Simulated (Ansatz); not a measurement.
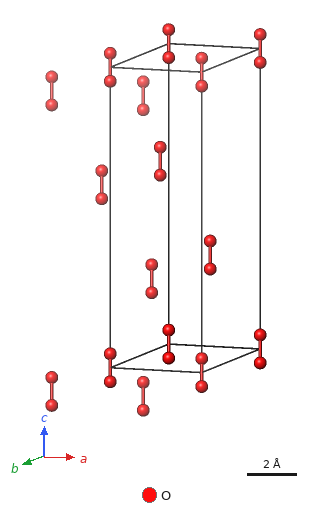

Starting structure of crystalline O (set up in R-3m). The picture is a ball-and-stick view of the conventional cell (3 times the calculation's cell), repeated 1 × 2 × 1 with one cell outlined, seen from a free direction. Lengths and directions refer to the drawn axes.

Case: volume × 1.06, shape and atoms relaxed.

The calculation used DFT PBEsol, scalar-relativistic, plane waves, PAW in Ansatz 0.2.0.

Input file:
```yaml
crystal:
  lattice:
    - [1.9137400356, 1.1048983247, 4.381803716]
    - [-1.9137400356, 1.1048983247, 4.381803716]
    - [0.0, -2.2097966494, 4.381803716]
  atoms:
    - { symbol: O, position: [0.046490425, 0.046490425, 0.046490425], spin: 0.61 }
    - { symbol: O, position: [0.953509575, 0.953509575, 0.953509575], spin: 0.61 }
basis:
  ecutwfc: 420
kpoints:
  mp_grid: { grid: [12, 12, 12] }
hamiltonian:
  xc: pbesol
scf:
  occupations: { method: gaussian, width: 0.02 }
output:
  forces: true
  stress: true
  eigenvalues: true
  populations: true
magnetization:
  spin_polarized: true
relax:
  adjacent_minimum: "off"
  f_tol: 0.01
  max_steps: 30
  cell: { stress_tol: 0.1, fix: [volume] }
```

Command:
```bash
ansatz run input.yaml --threads 1 --pin off --max-ram 2560MiB --backend cpu --events-out ev --progress --plain --runs-dir out
```

Question: What does the optimiser find from here?

Answer: The energy falls by 2.3 meV per atom in 4 accepted moves (6 points after the start). The largest force component goes from 0.81 to 0.001 eV/Å. The pressure goes from −0.96 to −0.01 GPa. The line search rejected the trial step at point 4 of the run. At 1 point the geometry stayed and the basis and grid were re-selected for the new cell (energy shift of 0.3 meV per atom at most each time). The largest moves relative to the cell, 0.012 Å, are those of O1 and O2. O1 goes along −c. The drawn cell changes at constant volume: a = b 3.827 → 3.809 Å (−0.5 %), c 13.145 → 13.272 Å (+1.0 %). Some distances before and after: O1–O2 1.222 → 1.211 Å. The space group stays R-3m (No. 166). The run took 3 min on 1 thread of AMD EPYC (Zen 3), with other jobs on the host, peak memory 0.53 GiB.

Step by step:

```
step  E − E(0), meV/atom  largest force component, eV/Å  pressure, GPa                      note
   0                0.00                         0.8138          -0.96                          
   1               -2.24                         0.2435          -0.29                          
   2               -2.48                         0.0225           0.02                          
   3               -2.50                         0.0187           0.02                          
   4               -2.49                         0.1292          -0.14                  rejected
   5               -2.53                         0.0002           0.01                          
   6               -2.28                         0.0010          -0.01  same geometry, new basis
```

After the run, drawn alike:

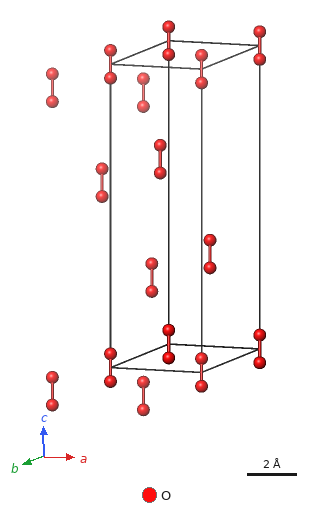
